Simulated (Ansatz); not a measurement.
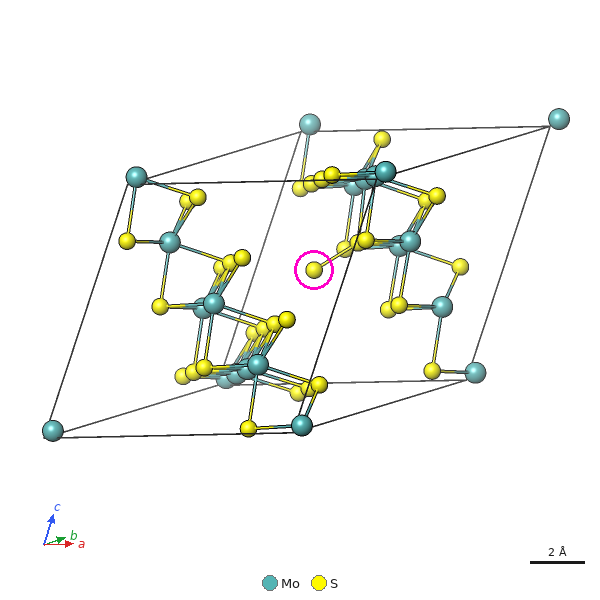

View from a general direction, drawn as a ball-and-stick model. The edges of the supercell are marked. The host is MoS2, in a cell of 39 sites, and the cell is neutral. A ring marks the defect's site.

Where does the cell differ from the host, and how?

An interstitial sulfur atom. It is bonded to one S at about 1.9 Å. Not all metal-metal contacts are counted.

The atoms were relaxed in the host's cell with Ansatz 0.2.0, DFT PBE, scalar-relativistic, plane waves, PAW.
